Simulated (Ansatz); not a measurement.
## BeS: band-structure calculation (part 2 of 2)

The same run, continued: BeS (R3m, 2 atoms in the cell); DFT, HSE06, plane waves, PAW, no spin polarisation (Ansatz 0.2.0); cutoff 420 eV, 6×6×6 k-mesh, fixed occupations. The structure was built on a prototype by a generator. The geometry comes from this level: r2SCAN (a point of a series of strains). It belongs to a series of runs on one base structure; here: epitaxial_111 strain +2.0%.

Geometry of the input (Å; fractional positions):
```
-0.0439  2.4391  2.4391
2.4391  -0.0439  2.4391
2.4391  2.4391  -0.0439
Be -0.0008  -0.0008  -0.0008
S  0.2508  0.2508  0.2508
```

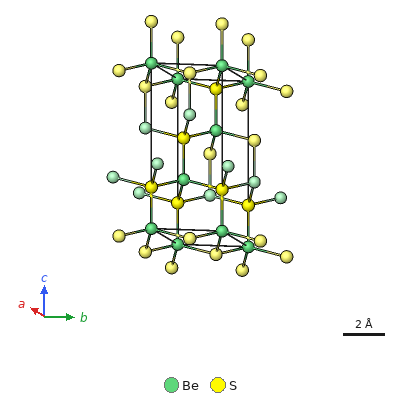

Fig. 1: The structure as given in the input (ball-and-stick view of the cell 3 times as large as that of the calculation, set on its symmetry axes, seen at an oblique angle; neighbours outside the cell are drawn fainter). An atom can appear more than once, as a periodic image.

**Log, continued**
```
SCF iter   1: F=—  HF=-996.946507 eV  |F-HF|=—  |Δ(HF+E_count)|=         —  Δρ=9.00e-4  dr2=2.38e-4  ethr=1.77e-3  ⟨swp⟩=2.0  Hψ=2090  notcnv=0
preconditioner: auto → none  [insulator: Δε(μ)=3.073 eV  Ē_g=12.524 eV  n_scr=0 (ndim 8)  ℏωp=19.2 eV  f_vac=0.000]
iter 2 solved again at ethr=2.08e-7 eV; its pass at ethr=2.97e-6 eV (dr2=1.67e-5 eV) is discarded
SCF iter   2: F=-996.946243 eV  HF=-996.946182 eV  |F-HF|=6.13e-5  |Δ(HF+E_count)|=   3.25e-4  Δρ=3.04e-4  dr2=1.67e-5  ethr=2.08e-7  ⟨swp⟩=2.1  Hψ=1449  notcnv=0
SCF 1 stopped early in 2 iterations: F = -996.946243 eV  dr2 = 1.67e-5
  greatest PAW one-centre occupation: 0.848 electrons in one spin orbital (limit 2), on the S atom at site 1 (counted from 0), in its partial waves of l = 0
Initial density: handed on by an earlier stage of this run
Initial wavefunctions: those handed on with the density
Functional: x = pbe(κ = 0.804, μ = 0.2195149727645171) + 0.25 (exact − pbe) at short range (hse, ω = 0.20786987370883472 Å⁻¹), c = pbe(β = 0.06672455060314922); HSE06 as pw.x's `hse` composes it (authors' and Libxc's form: `xc: wpbeh`)
Exchange kernel: α = 0.2500, screened, ω = 0.2079 Å⁻¹, Wigner–Seitz truncation, v(0) = 1045.1201 eV·Å³, q-mesh 6×6×6, nearest image of the exchange supercell L = 20.70 Å, pair-density grid 15×15×15, without the augmentation charges, whose exchange is taken in its separable form by FFT convolution over the k-point mesh (sized by the pseudopotential files, 20×20×20 at the most), smooth part of the exact exchange by density-matrix convolution in up to 1.82 GiB of GPU memory as planned if the GPU has room (build and FFT work areas not counted)
Frozen-core exchange: fock
SCF iter   1: F=—  HF=-997.748551 eV  |F-HF|=—  |Δ(HF+E_count)|=         —  Δρ=3.45e-3  dr2=2.82e-3  ethr=2.08e-6  ⟨swp⟩=6.3  Hψ=1394  notcnv=0
preconditioner: auto → none  [insulator: Δε(μ)=4.004 eV  Ē_g=14.295 eV  n_scr=0 (ndim 8)  ℏωp=19.2 eV  f_vac=0.000]
SCF iter   2: F=—  HF=-997.747568 eV  |F-HF|=—  |Δ(HF+E_count)|=   9.82e-4  Δρ=1.58e-3  dr2=5.63e-4  ethr=2.08e-6  ⟨swp⟩=3.7  Hψ=913  notcnv=0
SCF iter   3: F=—  HF=-997.748967 eV  |F-HF|=—  |Δ(HF+E_count)|=   1.40e-3  Δρ=4.98e-4  dr2=7.34e-5  ethr=2.08e-6  ⟨swp⟩=3.0  Hψ=855  notcnv=0
SCF iter   4: F=—  HF=-997.748945 eV  |F-HF|=—  |Δ(HF+E_count)|=   2.18e-5  Δρ=7.01e-5  dr2=3.00e-6  ethr=8.57e-7  ⟨swp⟩=3.0  Hψ=698  notcnv=0
SCF iter   5: F=—  HF=-997.748960 eV  |F-HF|=—  |Δ(HF+E_count)|=   1.42e-5  Δρ=6.00e-5  dr2=9.21e-7  ethr=1.64e-8  ⟨swp⟩=3.5  Hψ=917  notcnv=0
SCF iter   6: F=-997.748959 eV  HF=-997.748959 eV  |F-HF|=1.51e-8  |Δ(HF+E_count)|=   2.22e-7  Δρ=1.07e-5  dr2=8.88e-8  ethr=1.08e-8  ⟨swp⟩=2.0  Hψ=640  notcnv=0
SCF 2 converged in 6 iterations: F = -997.748959 eV  dr2 = 8.88e-8
  Residual-converged pass: ⟨swp⟩=3.0  Hψ=640  notcnv=0  max |occ|·‖R‖ = 4.9e-6 eV (tolerance 6.7e-6 eV)  dr2=8.69e-8  dr2_onsite=7.81e-10  max |Δocc| = 0.0e0
  greatest PAW one-centre occupation: 0.855 electrons in one spin orbital (limit 2), on the S atom at site 1 (counted from 0), in its partial waves of l = 0
hybrid outer 1: dexx = +1.639e-3 eV, tail = 1.33e-6 eV
Exchange kernel: α = 0.2500, screened, ω = 0.2079 Å⁻¹, Wigner–Seitz truncation, v(0) = 1045.1201 eV·Å³, q-mesh 6×6×6, nearest image of the exchange supercell L = 20.70 Å, pair-density grid 15×15×15, without the augmentation charges, whose exchange is taken in its separable form by FFT convolution over the k-point mesh (sized by the pseudopotential files, 20×20×20 at the most), smooth part of the exact exchange by density-matrix convolution in up to 1.82 GiB of GPU memory as planned if the GPU has room (build and FFT work areas not counted)
Frozen-core exchange: fock
SCF iter   1: F=—  HF=-997.748957 eV  |F-HF|=—  |Δ(HF+E_count)|=         —  Δρ=2.63e-5  dr2=1.99e-7  ethr=8.33e-8  ⟨swp⟩=3.1  Hψ=693  notcnv=0
preconditioner: auto → none  [insulator: Δε(μ)=4.035 eV  Ē_g=14.298 eV  n_scr=0 (ndim 8)  ℏωp=19.2 eV  f_vac=0.000]
SCF iter   2: F=—  HF=-997.748957 eV  |F-HF|=—  |Δ(HF+E_count)|=   7.36e-8  Δρ=7.30e-6  dr2=5.79e-9  ethr=2.30e-9  ⟨swp⟩=2.8  Hψ=692  notcnv=0
SCF iter   3: F=-997.748957 eV  HF=-997.748957 eV  |F-HF|=1.90e-11  |Δ(HF+E_count)|=   1.35e-8  Δρ=8.22e-7  dr2=1.42e-10  ethr=5.21e-11  ⟨swp⟩=3.7  Hψ=922  notcnv=0  defer=2
SCF 3 converged in 3 iterations: F = -997.748957 eV  dr2 = 1.42e-10
  Residual-converged pass: ⟨swp⟩=3.0  Hψ=572  notcnv=0  max |occ|·‖R‖ = 4.3e-7 eV (tolerance 4.4e-7 eV)  dr2=1.41e-10  dr2_onsite=3.46e-12  max |Δocc| = 0.0e0
hybrid outer 2: dexx = +2.072e-8 eV, tail = 6.29e-10 eV, Δε = 4.70e-4 eV (about 1.05e-5 eV left of the loop's levels), ΔF = 1.52e-4 eV/Å (tail 5.52e-5)
NSCF: frozen V_eff on 8 k-points
hybrid SCF converged: 2 outer / 9 inner (+2 warm-up), last move |dexx| = 2.07e-8 eV, tail = 6.29e-10 eV
Stability not checked: this state was not tested for a lower state beside it, because the functional holds exact exchange (a hybrid, or Hartree-Fock), whose exchange loop this test does not read (fock_operator; see scf.lower_state_search)
Free energy (F): -997.748957 eV
Frozen-core exchange: fock
Harris-Foulkes:  -997.748957 eV  (|F-HF|=1.90e-11)
Internal energy: -997.748957 eV  (E = F + TS)
E sigma→0 (E₀):  -997.748957 eV
Fermi energy:    4.307547 eV
--- Per-component energies (eV) ---
  E_band       = -10.319471
  E_kinetic    = 126.744666
  E_local      = -120.152235  (includes V_loc(G=0)·N_el)
  E_nonlocal   = 32.339808
  E_hartree    = 37.195451
  E_xc         = -94.290551
  E_vxc        = -87.368330  (∫ρ·V_xc dr)
  E_exx        = -14.161955  (= α·E_x^exact, valence–valence)
  E_paw        = -668.899980  (= ΣΔE_a)
  E_vpaw       = -7.950407  (= ΣTr[D̂ρ^β])
  E_aug_tail   = 0.000001  (compensation charges beyond the density's cutoff)
  E_ewald      = -296.422246
  E_core_change = -0.101916  (= ΣΔE_core)
  E_smearing   = -0.000000  (= −TS)
  E_closure    = -0.000000  (closes the sum)
  Σ components = -997.748957   (vs F -997.748957, Δ=0.00e0)
--- Forces (eV/Å), atoms counted from 1 ---
  atom   1  Be    -0.00110101    -0.00110101    -0.00110101
  atom   2  S      0.00110536     0.00110536     0.00110536
  max |Σ_I F_I| component: 4.35e-6 eV/Å
--- Stress (GPa, compression-positive) ---
       -3.799527       1.448066       1.448066
        1.448066      -3.799527       1.448066
        1.448066       1.448066      -3.799527
  P = ⅓ Tr σ = -3.7995 GPa (-37.995 kbar)
--- Band table (eV; the first three rows and the last of 32) ---
  k-point 0: bands = ["-10.5745", "4.1429", "4.1429", "4.3075", "10.7353", "10.9600", "10.9600", "11.4745"]
  k-point 1: bands = ["-10.2579", "2.2101", "3.8430", "3.9618", "10.8302", "11.5233", "11.8433", "12.9885"]
  k-point 2: bands = ["-9.4765", "-0.5894", "3.3611", "3.4350", "10.7582", "11.9910", "12.2330", "15.6607"]
  k-point 31: bands = ["-8.8121", "-1.8373", "3.0004", "3.0004", "10.4237", "11.8396", "11.8396", "16.4256"]
```

**File bands.tsv**
```
# k_distance	band_0	band_1	band_2	band_3	band_4	band_5	band_6	band_7
# fermi_ev = 4.307547
# lock_threshold_ev = 1e-6
# [0, 0, 0] at k_distance = 0.000000
# [-0.5, -0.5, 0] at k_distance = 1.276841
# [-0.375, -0.375, 0.25] at k_distance = 1.732335
# [-0.375, 0, 0.375] at k_distance = 2.511877
# [0, 0, 0.5] at k_distance = 3.291420
# [-0.5, -0.25, 0.25] at k_distance = 4.202408
# [-0.0375, 0, 0.0375] at k_distance = 5.493239
# [0, 0.5, 0.5] at k_distance = 6.679918
# levels_relative_to = fermi_ev
# free_energy_ev = -997.748957
# largest_residual_norms_ev = 4.124e-4 1.801e-4 2.835e-4 2.503e-4 5.876e-4 4.943e-4 5.005e-4 6.964e-4
0.000000	-14.882044	-0.164604	-0.164604	0.000000	6.427785	6.652452	6.652452	7.166983
1.276841	-12.671008	-5.410690	-2.937186	-2.709347	4.034356	5.899223	13.924062	14.048390
1.732335	-12.665279	-4.914975	-4.271098	-2.450974	5.214451	8.736032	11.715333	12.310828
2.511877	-12.707633	-4.933376	-4.327464	-2.254578	5.420128	8.338083	11.678791	12.647858
3.291420	-13.266247	-6.169671	-1.147406	-1.093110	6.399337	7.601023	7.829843	12.255828
4.202408	-12.620145	-4.636091	-4.064138	-3.490813	7.389239	9.148619	9.530644	9.970966
5.493239	-14.838367	-0.464924	-0.262354	-0.046278	6.491002	6.764145	6.945800	7.233246
6.679918	-12.671008	-5.410690	-2.937186	-2.709347	4.034356	5.899223	13.924062	14.048390
```

**File rho_z.tsv**
```
# z_ang	rho[e/angstrom^3]
# format = ansatz-planar-average/11
# lattice	-0.043911622	2.439080733	2.439080733
# lattice	2.439080733	-0.043911622	2.439080733
# lattice	2.439080733	2.439080733	-0.043911622
# sites	2
# site	4	-0.003829408	-0.003829408	-0.003829408
# site	16	1.212391869	1.212391869	1.212391869
0.000000	2.970557e-1
0.143736	3.557054e-1
0.287472	4.051862e-1
0.431208	4.358961e-1
0.574943	4.441392e-1
0.718679	4.341707e-1
0.862415	4.152996e-1
1.006151	3.956751e-1
1.149887	3.772348e-1
1.293623	3.557808e-1
1.437359	3.259918e-1
1.581094	2.868054e-1
1.724830	2.425729e-1
1.868566	1.999410e-1
2.012302	1.641055e-1
2.156038	1.372704e-1
2.299774	1.194375e-1
2.443510	1.099597e-1
2.587245	1.084260e-1
2.730981	1.148961e-1
2.874717	1.300166e-1
3.018453	1.550567e-1
3.162189	1.915389e-1
3.305925	2.398475e-1
```

**File v_z.tsv**
```
# z_ang	v_es[eV]	v_tot[eV]
# format = ansatz-planar-average/11
# xc	hse06
# density_cutoff_ev	1680
# datasets	Be=:simpson_from_first_knot:soft:fock:shift=0	S=:simpson_from_first_knot:soft:fock:shift=0
# lattice	-0.043911622	2.439080733	2.439080733
# lattice	2.439080733	-0.043911622	2.439080733
# lattice	2.439080733	2.439080733	-0.043911622
# sites	2
# site	4	-0.003829408	-0.003829408	-0.003829408
# site	16	1.212391869	1.212391869	1.212391869
0.000000	-1.179514e0	-9.980799e0
0.143736	-2.495126e0	-1.166937e1
0.287472	-3.340207e0	-1.278039e1
0.431208	-3.534879e0	-1.317831e1
0.574943	-3.151086e0	-1.294954e1
0.718679	-2.456630e0	-1.234862e1
0.862415	-1.746231e0	-1.159711e1
1.006151	-1.084994e0	-1.070574e1
1.149887	-2.913997e-1	-9.539209e0
1.293623	7.955213e-1	-7.991281e0
1.437359	2.280851e0	-6.034514e0
1.581094	4.085158e0	-3.785999e0
1.724830	5.863707e0	-1.561012e0
1.868566	7.229037e0	2.140838e-1
2.012302	8.013104e0	1.344737e0
2.156038	8.313831e0	1.912559e0
2.299774	8.255611e0	1.994393e0
2.443510	7.898931e0	1.676685e0
2.587245	7.247588e0	9.527355e-1
2.730981	6.206304e0	-2.865403e-1
2.874717	4.845737e0	-1.924411e0
3.018453	3.348322e0	-3.845007e0
3.162189	1.836558e0	-5.926417e0
3.305925	3.242303e-1	-7.999020e0
```

**Results in brief**

| quantity | value |
| --- | --- |
| outcome | converged |
| space group (tolerance 0.01 Å) | R3m (160) |
| electrons treated | 8 |
| free energy | −997.7490 eV |
| Fermi energy | 4.308 eV |
| gap on the k-point mesh | 4.03 eV |
| pressure | −3.80 GPa |
| largest force (length of the vector) | 0.002 eV/Å |
| hardware | 1 × NVIDIA H100 80GB HBM3, 2 threads of AMD EPYC (Zen 3), 1656 GiB of memory available, shared host |
| wall time | 12 s (CPU time 17 s) |
| peak memory | 1.8 GiB |

**Notes**

The program warns: the exchange loop's threshold is looser than advised for the stress; the SCF threshold is looser than advised for the printed stress.
